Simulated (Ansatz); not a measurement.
# Two runs on NiSb

System: NiSb (P6₃/mmc, 4 atoms in the cell).
Method of run A: DFT PBEsol, scalar-relativistic, plane waves, PAW, no spin polarisation (Ansatz 0.2.0).

The structure derives from an entry of the Crystallography Open Database. Text and figures count atoms from 1; the logs count them from 0 in places.

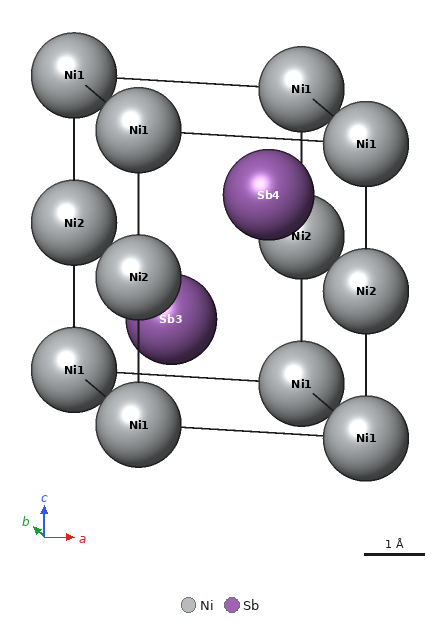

Fig. 1: The structure as given in the input (spheres-only view of the cell of the calculation, seen slightly off an axis; atoms are numbered from 1 in the order of the input).

### Input, run A
```yaml
crystal:
  lattice:
    - [3.9159379897, 0.0, 0.0]
    - [-1.9579689948, 3.3913017787, 0.0]
    - [0.0, 0.0, 5.07029539]
  atoms:
    - { symbol: Ni, position: [0.0, 0.0, 0.0] }
    - { symbol: Ni, position: [0.0, 0.0, 0.5] }
    - { symbol: Sb, position: [0.3333333333, 0.6666666667, 0.25] }
    - { symbol: Sb, position: [0.6666666667, 0.3333333333, 0.75] }
basis:
  ecutwfc: 420
kpoints:
  mp_grid: { grid: [18, 18, 10] }
hamiltonian:
  xc: pbesol
scf:
  occupations: { method: gaussian, width: 0.1 }
output:
  forces: true
  stress: true
  eigenvalues: true
```

Command:
```bash
ansatz run input.yaml --threads 1 --pin off --max-ram 2560MiB --backend cpu --events-out ev --progress --plain --runs-dir out
```

Hardware: 1 thread of Arm Neoverse V1, 24 GiB of memory available, shared host.

### Output, shortened to warnings, some set-up lines, iterations and results (run A)
```
Basis set: ecut = 420 eV, 1337 PW (Γ), exchange–correlation on 54×54×72 points (8 copies of the dense FFT grid, shifted against one another)
Symmetry: 24 space group operations
k-points: 222 of 3240
Initial density: superposition of atomic densities (neutral atoms: chi_scale 0, normalization atom), corrected by the library's trained network
[...]
SCF iter   1: F=—  HF=-24427.370257 eV  |F-HF|=—  |Δ(HF+E_count)|=         —  Δρ=1.39e-2  dr2=7.46e-2  ethr=1.77e-3  ⟨swp⟩=6.5  Hψ=35153  notcnv=0  defer=17
SCF iter   2: F=—  HF=-24427.359830 eV  |F-HF|=—  |Δ(HF+E_count)|=   1.04e-2  Δρ=3.91e-3  dr2=6.05e-3  ethr=1.13e-4  ⟨swp⟩=2.5  Hψ=15415  notcnv=0  defer=198
SCF iter   3: F=—  HF=-24427.359159 eV  |F-HF|=—  |Δ(HF+E_count)|=   6.71e-4  Δρ=9.80e-4  dr2=5.04e-4  ethr=9.16e-6  ⟨swp⟩=1.6  Hψ=10403  notcnv=0  defer=198
SCF iter   4: F=—  HF=-24427.359101 eV  |F-HF|=—  |Δ(HF+E_count)|=   5.79e-5  Δρ=1.42e-4  dr2=1.80e-5  ethr=7.63e-7  ⟨swp⟩=2.2  Hψ=10870  notcnv=0  defer=198
SCF iter   5: F=—  HF=-24427.359107 eV  |F-HF|=—  |Δ(HF+E_count)|=   5.69e-6  Δρ=6.84e-5  dr2=4.29e-6  ethr=2.73e-8  ⟨swp⟩=2.2  Hψ=12967  notcnv=0  defer=198
SCF iter   6: F=—  HF=-24427.359107 eV  |F-HF|=—  |Δ(HF+E_count)|=   3.66e-7  Δρ=2.60e-5  dr2=5.84e-7  ethr=6.50e-9  ⟨swp⟩=2.0  Hψ=9419  notcnv=0  defer=198
SCF iter   7: F=-24427.359107 eV  HF=-24427.359107 eV  |F-HF|=1.65e-8  |Δ(HF+E_count)|=   7.34e-9  Δρ=7.51e-6  dr2=3.17e-8  ethr=1.52e-10  ⟨swp⟩=8.9  Hψ=40649  notcnv=0
SCF 1 converged in 7 iterations: F = -24427.359107 eV  dr2 = 3.17e-8
SCF converged after 7 iterations
Free energy (F): -24427.359107 eV
Harris-Foulkes:  -24427.359107 eV  (|F-HF|=1.65e-8)
Internal energy: -24427.348761 eV  (E = F + TS)
E sigma→0 (E₀):  -24427.353934 eV
Entropy (-TS):   -0.010346 eV (-2.586 meV/atom)
Fermi energy:    15.466754 eV
--- Per-component energies (eV) ---
  E_band       = -849.421556
  E_kinetic    = 990.889239
  E_local      = -11009.813336  (includes V_loc(G=0)·N_el)
  E_nonlocal   = 2013.044426
  E_hartree    = 4814.876327
  E_xc         = -446.635871
  E_vxc        = -415.709686  (∫ρ·V_xc dr)
  E_paw        = -12201.654184  (= ΣΔE_a)
  E_vpaw       = -2057.599271  (= ΣTr[D̂ρ^β])
  E_aug_tail   = 0.000919  (compensation charges beyond the density's cutoff)
  E_ewald      = -8589.114574
  E_core_change = 1.058292  (= ΣΔE_core)
  E_smearing   = -0.010346  (= −TS)
  E_closure    = 0.000000  (closes the sum)
  Σ components = -24427.359107   (vs F -24427.359107, Δ=0.00e0)
--- Forces (eV/Å), atoms counted from 1 ---
  atom   1  Ni     0.00000000    -0.00000000    -0.00000000
  atom   2  Ni     0.00000000    -0.00000000    -0.00000000
  atom   3  Sb     0.00000000     0.00000000     0.00000000
  atom   4  Sb    -0.00000000    -0.00000000    -0.00000000
  max |Σ_I F_I| component: 1.06e-28 eV/Å
--- Stress (GPa, compression-positive) ---
       -0.005184       0.000000       0.000000
        0.000000      -0.005184      -0.000000
        0.000000      -0.000000       0.032364
  P = ⅓ Tr σ = 0.0073 GPa (0.073 kbar)
```

For run B the input was changed thus:
```diff
-  mp_grid: { grid: [18, 18, 10] }
+  mp_grid: { grid: [12, 12, 8] }
+  algorithm: density_mixing
```

What does this change do to the results?

The free energy of run B is 0.6 meV per atom lower, which comes mainly from the change of mesh; a solver setting shouldn't move a converged energy. The number of SCF iterations is the same. The irreducible k-points go from 222 to 95. On the same kind of shared host run B took about 0.44 times as long.

### Output, shortened to warnings, some set-up lines, iterations and results (run B)
```
Basis set: ecut = 420 eV, 1337 PW (Γ), exchange–correlation on 54×54×72 points (8 copies of the dense FFT grid, shifted against one another)
Symmetry: 24 space group operations
k-points: 95 of 1152
Initial density: superposition of atomic densities (neutral atoms: chi_scale 0, normalization atom), corrected by the library's trained network
[...]
SCF iter   1: F=—  HF=-24427.372240 eV  |F-HF|=—  |Δ(HF+E_count)|=         —  Δρ=1.37e-2  dr2=7.14e-2  ethr=1.77e-3  ⟨swp⟩=6.6  Hψ=15071  notcnv=0  defer=5
SCF iter   2: F=—  HF=-24427.362019 eV  |F-HF|=—  |Δ(HF+E_count)|=   1.02e-2  Δρ=3.86e-3  dr2=5.71e-3  ethr=1.08e-4  ⟨swp⟩=2.3  Hψ=6300  notcnv=0  defer=87
SCF iter   3: F=—  HF=-24427.361367 eV  |F-HF|=—  |Δ(HF+E_count)|=   6.51e-4  Δρ=9.36e-4  dr2=4.33e-4  ethr=8.65e-6  ⟨swp⟩=1.9  Hψ=4940  notcnv=0  defer=87
SCF iter   4: F=—  HF=-24427.361316 eV  |F-HF|=—  |Δ(HF+E_count)|=   5.19e-5  Δρ=1.30e-4  dr2=1.60e-5  ethr=6.57e-7  ⟨swp⟩=2.3  Hψ=4839  notcnv=0  defer=87
SCF iter   5: F=—  HF=-24427.361317 eV  |F-HF|=—  |Δ(HF+E_count)|=   1.88e-6  Δρ=6.81e-5  dr2=3.71e-6  ethr=2.43e-8  ⟨swp⟩=2.3  Hψ=5865  notcnv=0  defer=87
SCF iter   6: F=—  HF=-24427.361318 eV  |F-HF|=—  |Δ(HF+E_count)|=   3.98e-7  Δρ=2.34e-5  dr2=4.72e-7  ethr=5.63e-9  ⟨swp⟩=2.0  Hψ=4056  notcnv=0  defer=87
SCF iter   7: F=-24427.361318 eV  HF=-24427.361318 eV  |F-HF|=2.61e-8  |Δ(HF+E_count)|=   3.29e-9  Δρ=8.28e-6  dr2=4.03e-8  ethr=1.52e-10  ⟨swp⟩=8.8  Hψ=16965  notcnv=0
SCF 1 converged in 7 iterations: F = -24427.361318 eV  dr2 = 4.03e-8
SCF converged after 7 iterations
Free energy (F): -24427.361318 eV
Harris-Foulkes:  -24427.361318 eV  (|F-HF|=2.61e-8)
Internal energy: -24427.352955 eV  (E = F + TS)
E sigma→0 (E₀):  -24427.357136 eV
Entropy (-TS):   -0.008363 eV (-2.091 meV/atom)
Fermi energy:    15.489453 eV
--- Per-component energies (eV) ---
  E_band       = -849.342768
  E_kinetic    = 990.902067
  E_local      = -11009.911481  (includes V_loc(G=0)·N_el)
  E_nonlocal   = 2013.048779
  E_hartree    = 4814.963738
  E_xc         = -446.638773
  E_vxc        = -415.713555  (∫ρ·V_xc dr)
  E_paw        = -12201.661923  (= ΣΔE_a)
  E_vpaw       = -2057.614630  (= ΣTr[D̂ρ^β])
  E_aug_tail   = 0.000919  (compensation charges beyond the density's cutoff)
  E_ewald      = -8589.114574
  E_core_change = 1.058292  (= ΣΔE_core)
  E_smearing   = -0.008363  (= −TS)
  E_closure    = 0.000000  (closes the sum)
  Σ components = -24427.361318   (vs F -24427.361318, Δ=0.00e0)
--- Forces (eV/Å), atoms counted from 1 ---
  atom   1  Ni     0.00000000     0.00000000    -0.00000000
  atom   2  Ni     0.00000000    -0.00000000     0.00000000
  atom   3  Sb     0.00000000     0.00000000     0.00000000
  atom   4  Sb     0.00000000    -0.00000000    -0.00000000
  max |Σ_I F_I| component: 4.16e-17 eV/Å
--- Stress (GPa, compression-positive) ---
        0.010089       0.000000       0.000000
        0.000000       0.010089      -0.000000
        0.000000      -0.000000       0.004647
  P = ⅓ Tr σ = 0.0083 GPa (0.083 kbar)
```

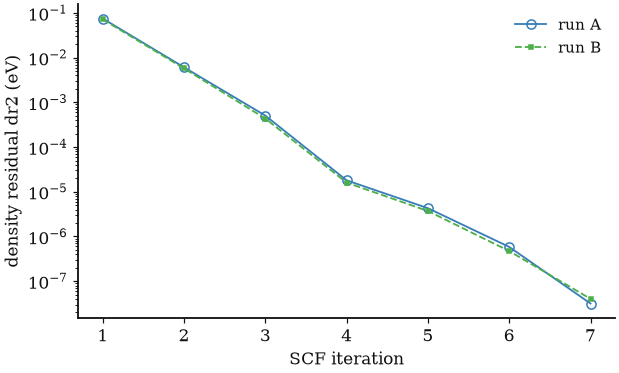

Fig. 2: Convergence of the two runs: density residual dr2 against the SCF iteration. Run A takes 7 iterations in all, and run B takes 7.

### The two runs side by side

| quantity | run A | run B |
| --- | --- | --- |
| outcome | converged | converged |
| free energy per atom (eV) | −6106.8398 | −6106.8403 |
| energy per atom, smearing taken to zero (eV) | −6106.8385 | −6106.8393 |
| gap on the mesh (eV) | 0.00 | 0.00 |
| pressure (GPa) | 0.01 | 0.01 |
| largest force (eV/Å) | 0.000 | 0.000 |
| SCF iterations | 7 | 7 |
| irreducible k-points | 222 | 95 |
| plane waves at Γ | 1337 | 1337 |
| wall time (shared host) | 31 s | 14 s |

For both runs: The run has no spin polarisation, so a magnetic state may lie lower.
